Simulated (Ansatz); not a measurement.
LiH: single-point calculation

LiH (Fm-3m, 2 atoms in the cell), computed with DFT, r2SCAN, plane waves, PAW, no spin polarisation (Ansatz 0.2.0).

The structure was built on a prototype by a generator. Some settings of this run were made unusual or wrong on purpose. The geometry comes from this level: r2SCAN. Figures and captions count atoms from 1; the log counts them from 0 in places.

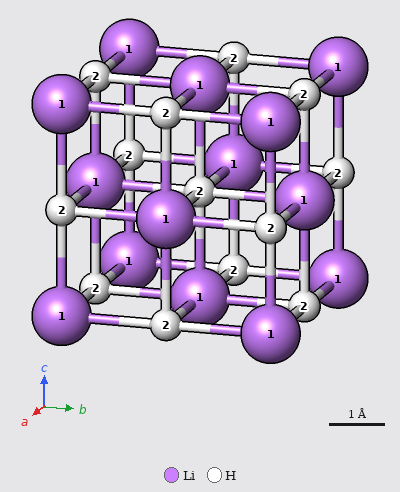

Figure 1. The input geometry (ball-and-stick view of the cell 4 times as large as that of the calculation, set on its symmetry axes, seen slightly off an axis; atoms are numbered from 1 in the order of the input).

Input file:
```yaml
crystal:
  lattice:
    - [0.0, 2.0029948335, 2.0029948335]
    - [2.0029948335, 0.0, 2.0029948335]
    - [2.0029948335, 2.0029948335, 0.0]
  atoms:
    - { symbol: Li, position: [0.0, 0.0, 0.0] }
    - { symbol: H, position: [0.5, 0.5, 0.5] }
kpoints:
  mp_grid: { grid: [8, 8, 8] }
hamiltonian:
  xc: r2scan
scf:
  occupations: { method: fixed }
  n_extra_bands: 4
  mixing: { beta: 0.005 }
  max_iter: 52
output:
  forces: true
  stress: true
  eigenvalues: true
```

Machine: 4 threads of an x86-64 CPU, shared host.

Command:
```bash
ansatz run input.yaml --threads 4 --pin off --max-ram 3686MiB --backend cpu --events-out ev --progress --plain --runs-dir out
```

Output:
```
scf.n_extra_bands = 4 over 2 filled bands (N_el = 4.0): the run solves 6 bands
Engine: ansatz 0.2.0, x86_64-unknown-linux-gnu
Pseudopotentials: kind: paw
Pseudopotential: Li, paw, valence charge 3, recommended cutoff 500 eV (meta_gga), Li.paw.azcp
Pseudopotential: H, paw, valence charge 1, recommended cutoff 500 eV (meta_gga), H.paw.azcp
Functional definition: r2SCAN
  parameter k0 = 0.174
  parameter k1 = 0.065
  parameter a1 = 4.9479
  exchange = r2scan_x(k0 = k0, k1 = k1, a1 = a1)
  correlation = r2scan_c
Crystal: 2 atoms, lattice volume = 16.072 Å³
Basis set: ecut = 500 eV, 411 PW (Γ), exchange–correlation on 96×96×96 points (64 copies of the dense FFT grid, shifted against one another)
Bands: 6, of which v1, the nominal top of the filled ones, is band 2 counted from 1 (1 counted from 0)
Symmetry: 48 space group operations
Space group: Fm-3m (ITA 225), of the structure as read, at distance tolerance 2.5e-5 Å
k-points: 29 of 512
Non-local potential: Li, projectors of the file, l = 0: 3, l = 1: 2, l = 2: 1
Non-local potential: H, projectors of the file, l = 0: 2, l = 1: 1
PAW form: soft (Blöchl's): semilocal exchange-correlation on the pseudo side does not see the compensation charge
PAW one-centre angular grid: Li, 302 points (default); XC on 327 of its mesh's 2665 points in the sphere
PAW one-centre angular grid: H, 302 points (default); XC on 160 Gauss nodes
Initial density: superposition of atomic densities (neutral atoms: chi_scale 0, normalization atom), corrected by the library's trained network
Initial wavefunctions: pseudopotential atomic-orbital guess
Functional: x = r2scan, c = r2scan; τ floored in thin density (d = 2e-4 eV/Å³)
SCF iter   1: F=—  HF=-221.976684 eV  |F-HF|=—  |Δ(HF+E_count)|=         —  Δρ=3.60e-3  dr2=1.52e-3  dr2_τ=2.14e-3  ethr=1.77e-3  ⟨swp⟩=3.9  Hψ=1269  notcnv=0  defer=45
preconditioner: auto → none  [insulator: Δε(μ)=3.341 eV  Ē_g=15.217 eV  n_scr=0 (ndim 8)  ℏωp=13.1 eV  f_vac=0.000  ε∞_Penn≈1.7]
SCF iter   2: F=—  HF=-222.015476 eV  |F-HF|=—  |Δ(HF+E_count)|=   3.88e-2  Δρ=4.93e-3  dr2=3.51e-3  dr2_τ=3.53e-5  ethr=3.79e-5  ⟨swp⟩=2.7  Hψ=571  notcnv=0  defer=52
SCF iter   3: F=—  HF=-222.015640 eV  |F-HF|=—  |Δ(HF+E_count)|=   1.63e-4  Δρ=4.96e-3  dr2=3.57e-3  dr2_τ=3.88e-5  ethr=3.79e-5  ⟨swp⟩=1.0  Hψ=174  notcnv=0  defer=45
SCF iter   4: F=—  HF=-222.013951 eV  |F-HF|=—  |Δ(HF+E_count)|=   1.69e-3  Δρ=4.74e-3  dr2=3.21e-3  dr2_τ=3.67e-5  ethr=3.79e-5  ⟨swp⟩=2.3  Hψ=248  notcnv=0  defer=52
SCF iter   5: F=—  HF=-222.015224 eV  |F-HF|=—  |Δ(HF+E_count)|=   1.27e-3  Δρ=4.93e-3  dr2=3.44e-3  dr2_τ=3.34e-5  ethr=3.79e-5  ⟨swp⟩=2.0  Hψ=238  notcnv=0  defer=52
SCF iter   6: F=—  HF=-222.014266 eV  |F-HF|=—  |Δ(HF+E_count)|=   9.58e-4  Δρ=4.69e-3  dr2=3.15e-3  dr2_τ=3.28e-5  ethr=3.79e-5  ⟨swp⟩=2.0  Hψ=238  notcnv=0  defer=52
SCF iter   7: F=—  HF=-222.015802 eV  |F-HF|=—  |Δ(HF+E_count)|=   1.54e-3  Δρ=4.67e-3  dr2=3.33e-3  dr2_τ=1.63e-5  ethr=3.79e-5  ⟨swp⟩=2.5  Hψ=258  notcnv=0  defer=52
SCF iter   8: F=—  HF=-222.014216 eV  |F-HF|=—  |Δ(HF+E_count)|=   1.59e-3  Δρ=4.12e-3  dr2=2.84e-3  dr2_τ=4.28e-5  ethr=3.79e-5  ⟨swp⟩=2.2  Hψ=264  notcnv=0  defer=52
SCF iter   9: F=—  HF=-222.015557 eV  |F-HF|=—  |Δ(HF+E_count)|=   1.34e-3  Δρ=3.18e-3  dr2=1.65e-3  dr2_τ=1.04e-5  ethr=3.79e-5  ⟨swp⟩=2.1  Hψ=264  notcnv=0  defer=52
SCF iter  10: F=—  HF=-222.015880 eV  |F-HF|=—  |Δ(HF+E_count)|=   3.23e-4  Δρ=2.85e-3  dr2=1.20e-3  dr2_τ=1.20e-5  ethr=3.79e-5  ⟨swp⟩=2.0  Hψ=238  notcnv=0  defer=52
SCF iter  11: F=—  HF=-222.015450 eV  |F-HF|=—  |Δ(HF+E_count)|=   4.30e-4  Δρ=2.19e-3  dr2=7.42e-4  dr2_τ=1.19e-5  ethr=2.99e-5  ⟨swp⟩=2.0  Hψ=238  notcnv=0  defer=52
SCF iter  12: F=—  HF=-222.016049 eV  |F-HF|=—  |Δ(HF+E_count)|=   5.99e-4  Δρ=1.54e-3  dr2=3.64e-4  dr2_τ=3.32e-6  ethr=1.85e-5  ⟨swp⟩=2.3  Hψ=261  notcnv=0  defer=52
SCF iter  13: F=—  HF=-222.016082 eV  |F-HF|=—  |Δ(HF+E_count)|=   3.23e-5  Δρ=4.12e-4  dr2=6.60e-6  dr2_τ=1.69e-6  ethr=9.10e-6  ⟨swp⟩=2.2  Hψ=267  notcnv=0  defer=52
SCF iter  14: F=—  HF=-222.016089 eV  |F-HF|=—  |Δ(HF+E_count)|=   7.51e-6  Δρ=3.55e-4  dr2=4.89e-6  dr2_τ=1.28e-6  ethr=1.65e-7  ⟨swp⟩=1.0  Hψ=175  notcnv=0
SCF iter  15: F=-222.016120 eV  HF=-222.016119 eV  |F-HF|=1.12e-7  |Δ(HF+E_count)|=   3.04e-5  Δρ=1.09e-5  dr2=7.75e-9  dr2_τ=3.43e-9  ethr=2.50e-9  ⟨swp⟩=4.1  Hψ=1016  notcnv=0
SCF 1 converged in 15 iterations: F = -222.016120 eV  dr2 = 7.75e-9
  greatest PAW one-centre occupation: 0.999 electrons in one spin orbital (limit 2), on the Li atom at site 0 (counted from 0), in its partial waves of l = 0
```

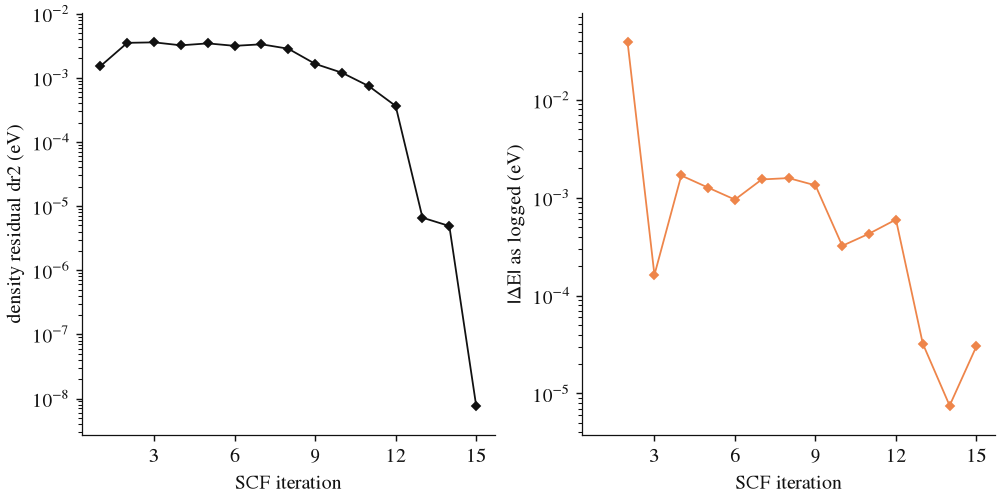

Figure 2. Convergence of the self-consistent field: density residual dr2 and size of the energy change against the SCF iteration. The residual comes down, with one marked jump up, by a factor of about 2.5, at step 2.

```
SCF converged after 15 iterations
Free energy (F): -222.016120 eV
Harris-Foulkes:  -222.016119 eV  (|F-HF|=1.12e-7)
Internal energy: -222.016120 eV  (E = F + TS)
E sigma→0 (E₀):  -222.016120 eV
Fermi energy:    0.452315 eV
--- Per-component energies (eV) ---
  E_band       = -93.913853
  E_kinetic    = 36.293395
  E_local      = -124.836477  (includes V_loc(G=0)·N_el)
  E_nonlocal   = -31.767580
  E_hartree    = 34.935095
  E_xc         = -20.116252
  E_vxc        = -28.210937  (∫ρ·V_xc dr)
  E_paw        = -22.370445  (= ΣΔE_a)
  E_vpaw       = -16.653992  (= ΣTr[D̂ρ^β])
  E_aug_tail   = -0.000532  (compensation charges beyond the density's cutoff)
  E_vtau       = 1.392476  (kinetic-family band-sum trace: ∫τ·v_τ [+ j·A + Jᵃ·Aᵃ] dr)
  E_ewald      = -94.153324
  E_smearing   = -0.000000  (= −TS)
  E_closure    = 0.000000  (closes the sum)
  Σ components = -222.016120   (vs F -222.016120, Δ=0.00e0)
--- Forces (eV/Å), atoms counted from 1 ---
  atom   1  Li    -0.00000000     0.00000000     0.00000000
  atom   2  H      0.00000000    -0.00000000     0.00000000
  max |Σ_I F_I| component: 1.02e-30 eV/Å
--- Stress (GPa, compression-positive) ---
       -0.013351      -0.000000      -0.000000
       -0.000000      -0.013351      -0.000000
       -0.000000       0.000000      -0.013351
  P = ⅓ Tr σ = -0.0134 GPa (-0.134 kbar)
--- Band table (eV; the first three rows and the last of 29) ---
  k-point 0: bands = ["-45.1260", "-5.0813", "17.9930", "19.6571", "19.6571", "19.6571"]
  k-point 1: bands = ["-45.1194", "-4.7914", "15.4081", "18.4345", "19.0762", "19.0762"]
  k-point 2: bands = ["-45.1033", "-3.9624", "11.0067", "16.8722", "18.3778", "18.3778"]
  k-point 28: bands = ["-45.0668", "0.2337", "6.4592", "6.4592", "13.1677", "19.6611"]
```

What the run reported:

- outcome: converged
- space group (tolerance 0.01 Å): Fm-3m (225)
- electrons treated: 4
- free energy: −222.0161 eV
- Fermi energy: 0.452 eV
- gap on the k-point mesh: 3.63 eV
- pressure: −0.01 GPa
- largest force (length of the vector): under 0.001 eV/Å
- wall time: 1.7 s (CPU time 3.3 s)
- peak memory: 0.29 GiB

Diagnosis:

Some settings of this run were drawn to be unusual or wrong. It converged; results that depend on the unusual settings are not reference values.
